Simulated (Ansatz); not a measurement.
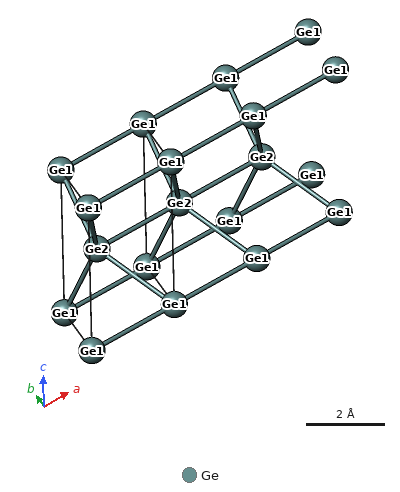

Figure 1. The structure as given in the input (ball-and-stick view of the reduced cell, repeated 3 × 1 × 1, seen slightly off an axis; atoms are numbered from 1 in the order of the input).

**What a change does: single-point calculation on Ge**

System: Ge (2 atoms in the cell).
Method of run 1: DFT, PBEsol, plane waves (420 eV) with PAW, scalar-relativistic, no spin polarisation (Ansatz 0.2.0).

Text and figures count atoms from 1; the logs count them from 0 in places.

### Input file, run 1
```yaml
crystal:
  lattice:
    - [-2.4429996644, 2.4462552406, 1.3434546416]
    - [2.4462552406, -2.4429996644, 1.3434546416]
    - [2.4568913675, 2.4568913675, -1.3374920479]
  atoms:
    - { symbol: Ge, position: [0.9999377294, 6.22706e-05, 1.0] }
    - { symbol: Ge, position: [0.7500622706, 0.2499377294, 0.5] }
hamiltonian:
  xc: pbesol
  pseudopotentials:
    kind: paw
    azcp:
      Ge: "pseudopotentials/Ge.paw.azcp"
basis:
  ecutwfc: 420
  fft_grid_basis: typed
kpoints:
  mp_grid: { grid: [21, 21, 14], shift: [0, 0, 0] }
magnetization:
  spin_polarized: false
scf:
  occupations: { method: fermi_dirac, width: 0.1 }
output:
  stress: true
```

Hardware: 2 threads of an Arm (aarch64) CPU, shared host.

### Output, shortened to warnings, some set-up lines, iterations and results (run 1)
```
Warning: [file] the record states the generating functional pbe (its physics header spells it `PBE`), which answers neither for hamiltonian.xc's functional nor for the pbesol family's — results may be inconsistent (PPs are generated against a specific XC)
Basis set: ecut = 420 eV, 629 PW (Γ)
Symmetry: 4 space group operations
k-points: 1628 of 6174
Initial density: superposition of atomic densities (neutral atoms: chi_scale 0, normalization atom), corrected by the library's trained network
[...]
SCF iter   1: F=—  HF=-8506.509722 eV  |F-HF|=—  |Δ(HF+E_count)|=         —  Δρ=2.10e-3  dr2=6.74e-4  ethr=1.77e-3  ⟨swp⟩=5.1  Hψ=119921  notcnv=0
SCF iter   2: F=—  HF=-8506.508663 eV  |F-HF|=—  |Δ(HF+E_count)|=   1.06e-3  Δρ=1.16e-3  dr2=2.02e-4  ethr=2.41e-6  ⟨swp⟩=2.0  Hψ=64795  notcnv=0
SCF iter   3: F=—  HF=-8506.508679 eV  |F-HF|=—  |Δ(HF+E_count)|=   1.62e-5  Δρ=3.97e-4  dr2=2.95e-5  ethr=7.23e-7  ⟨swp⟩=2.0  Hψ=45584  notcnv=0
SCF iter   4: F=—  HF=-8506.508690 eV  |F-HF|=—  |Δ(HF+E_count)|=   1.06e-5  Δρ=1.97e-4  dr2=6.91e-6  ethr=1.05e-7  ⟨swp⟩=2.0  Hψ=45584  notcnv=0
SCF iter   5: F=—  HF=-8506.508680 eV  |F-HF|=—  |Δ(HF+E_count)|=   9.76e-6  Δρ=3.06e-5  dr2=2.34e-7  ethr=2.47e-8  ⟨swp⟩=2.0  Hψ=52166  notcnv=0
SCF iter   6: F=-8506.508680 eV  HF=-8506.508680 eV  |F-HF|=1.97e-9  |Δ(HF+E_count)|=   8.25e-9  Δρ=5.36e-6  dr2=9.61e-9  ethr=3.57e-10  ⟨swp⟩=4.0  Hψ=88257  notcnv=0
SCF 1 converged in 6 iterations: F = -8506.508680 eV  dr2 = 9.61e-9
SCF converged after 6 iterations
Free energy (F): -8506.508680 eV
Harris-Foulkes:  -8506.508680 eV  (|F-HF|=1.97e-9)
Internal energy: -8506.486152 eV  (E = F + TS)
E sigma→0 (E₀):  -8506.497416 eV
Entropy (-TS):   -0.022528 eV (-11.264 meV/atom)
Fermi energy:    13.319906 eV
--- Per-component energies (eV) ---
  E_band       = -168.100566
  E_kinetic    = 226.890668
  E_local      = -4068.840721  (includes V_loc(G=0)·N_el)
  E_nonlocal   = 838.403568
  E_hartree    = 1794.874568
  E_xc         = -152.737821
  E_vxc        = -133.038295  (∫ρ·V_xc dr)
  E_paw        = -3955.420824  (= ΣΔE_a)
  E_vpaw       = -621.268373  (= ΣTr[D̂ρ^β])
  E_aug_tail   = 0.000458  (compensation charges beyond the density's cutoff)
  E_ewald      = -3191.491922
  E_core_change = 1.835872  (= ΣΔE_core)
  E_smearing   = -0.022528  (= −TS)
  E_closure    = 0.000000  (closes the sum)
  Σ components = -8506.508680   (vs F -8506.508680, Δ=0.00e0)
--- Stress (GPa, compression-positive) ---
       13.752005      -0.320429      -0.156904
       -0.320429      13.752005      -0.156904
       -0.156904      -0.156904      13.258614
  P = ⅓ Tr σ = 13.5875 GPa (135.875 kbar)
```

For run 2 the input was changed thus:
```diff
-    - [-2.4429996644, 2.4462552406, 1.3434546416]
-    - [2.4462552406, -2.4429996644, 1.3434546416]
-    - [2.4568913675, 2.4568913675, -1.3374920479]
+    - [-2.6155946182, 2.6190801968, 1.4383680774]
+    - [2.6190801968, -2.6155946182, 1.4383680774]
+    - [2.6304677532, 2.6304677532, -1.4319842337]
```

How does run 2 compare with run 1?

With the same functional and potentials, run 2 lies 58.7 meV per atom lower. The pressure goes from 13.59 to −5.03 GPa. The volume per atom goes from 16.15 to 19.82 Å³. The number of SCF iterations is the same. The plane waves at Γ go from 629 to 781.

### Output, shortened to warnings, some set-up lines, iterations and results (run 2)
```
Warning: [file] the record states the generating functional pbe (its physics header spells it `PBE`), which answers neither for hamiltonian.xc's functional nor for the pbesol family's — results may be inconsistent (PPs are generated against a specific XC)
Basis set: ecut = 420 eV, 781 PW (Γ)
Symmetry: 4 space group operations
k-points: 1628 of 6174
Initial density: superposition of atomic densities (neutral atoms: chi_scale 0, normalization atom), corrected by the library's trained network
[...]
SCF iter   1: F=—  HF=-8506.627095 eV  |F-HF|=—  |Δ(HF+E_count)|=         —  Δρ=2.09e-3  dr2=1.26e-3  ethr=1.77e-3  ⟨swp⟩=5.1  Hψ=119687  notcnv=0
SCF iter   2: F=—  HF=-8506.626031 eV  |F-HF|=—  |Δ(HF+E_count)|=   1.06e-3  Δρ=1.14e-3  dr2=4.16e-4  ethr=4.51e-6  ⟨swp⟩=2.0  Hψ=64037  notcnv=0
SCF iter   3: F=—  HF=-8506.626024 eV  |F-HF|=—  |Δ(HF+E_count)|=   6.51e-6  Δρ=5.18e-4  dr2=1.03e-4  ethr=1.48e-6  ⟨swp⟩=1.0  Hψ=29304  notcnv=0
SCF iter   4: F=—  HF=-8506.626017 eV  |F-HF|=—  |Δ(HF+E_count)|=   7.41e-6  Δρ=6.84e-5  dr2=1.94e-6  ethr=3.67e-7  ⟨swp⟩=2.1  Hψ=34090  notcnv=0
SCF iter   5: F=—  HF=-8506.626017 eV  |F-HF|=—  |Δ(HF+E_count)|=   1.00e-7  Δρ=2.82e-5  dr2=1.64e-7  ethr=6.93e-9  ⟨swp⟩=2.0  Hψ=52214  notcnv=0
SCF iter   6: F=-8506.626017 eV  HF=-8506.626017 eV  |F-HF|=6.51e-9  |Δ(HF+E_count)|=   1.63e-7  Δρ=5.49e-6  dr2=6.15e-9  ethr=3.57e-10  ⟨swp⟩=4.0  Hψ=104150  notcnv=0
SCF 1 converged in 6 iterations: F = -8506.626017 eV  dr2 = 6.15e-9
SCF converged after 6 iterations
Free energy (F): -8506.626017 eV
Harris-Foulkes:  -8506.626017 eV  (|F-HF|=6.51e-9)
Internal energy: -8506.596842 eV  (E = F + TS)
E sigma→0 (E₀):  -8506.611430 eV
Entropy (-TS):   -0.029175 eV (-14.587 meV/atom)
Fermi energy:    10.016308 eV
--- Per-component energies (eV) ---
  E_band       = -251.410929
  E_kinetic    = 220.272817
  E_local      = -4399.799650  (includes V_loc(G=0)·N_el)
  E_nonlocal   = 835.291840
  E_hartree    = 1919.491472
  E_xc         = -149.470842
  E_vxc        = -128.694769  (∫ρ·V_xc dr)
  E_paw        = -3953.323772  (= ΣΔE_a)
  E_vpaw       = -617.470297  (= ΣTr[D̂ρ^β])
  E_aug_tail   = 0.000717  (compensation charges beyond the density's cutoff)
  E_ewald      = -2980.895296
  E_core_change = 1.835872  (= ΣΔE_core)
  E_smearing   = -0.029175  (= −TS)
  E_closure    = 0.000000  (closes the sum)
  Σ components = -8506.626017   (vs F -8506.626017, Δ=0.00e0)
--- Stress (GPa, compression-positive) ---
       -5.081482      -0.237375      -0.099618
       -0.237375      -5.081482      -0.099618
       -0.099618      -0.099618      -4.941424
  P = ⅓ Tr σ = -5.0348 GPa (-50.348 kbar)
```

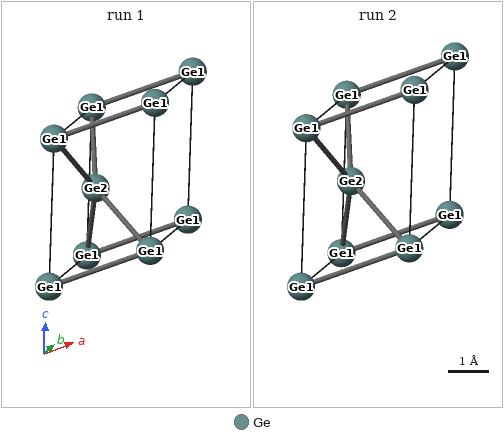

Figure 2. The two input geometries at one scale (ball-and-stick view of the reduced cell, seen slightly off an axis). No atom moves by more than 0.005 Å relative to the cell. The volume changes by +22.7 %, with a 2.687 → 2.877 Å (+7.1 %), b 3.709 → 3.971 Å (+7.1 %), c 3.723 → 3.986 Å (+7.1 %). Among the contacts that change: Ge1–Ge1 2.687 → 2.877 Å, Ge1–Ge2 2.544 → 2.724 Å.

### The two runs side by side

| quantity | run 1 | run 2 |
| --- | --- | --- |
| outcome | converged | converged |
| free energy per atom (eV) | −4253.2543 | −4253.3130 |
| energy per atom, smearing taken to zero (eV) | −4253.2487 | −4253.3057 |
| pressure (GPa) | 13.59 | −5.03 |
| volume per atom (Å³) | 16.15 | 19.82 |
| SCF iterations | 6 | 6 |
| irreducible k-points | 1628 | 1628 |
| plane waves at Γ | 629 | 781 |
| wall time (shared host) | 26 s | 30 s |

For both runs: Warnings: the PAW datasets were made with another functional. For run 1: The cell is under a pressure of 13.6 GPa at this level, so it is not at its equilibrium volume. For run 2: The cell is under a tension of 5.0 GPa at this level, so it is not at its equilibrium volume.
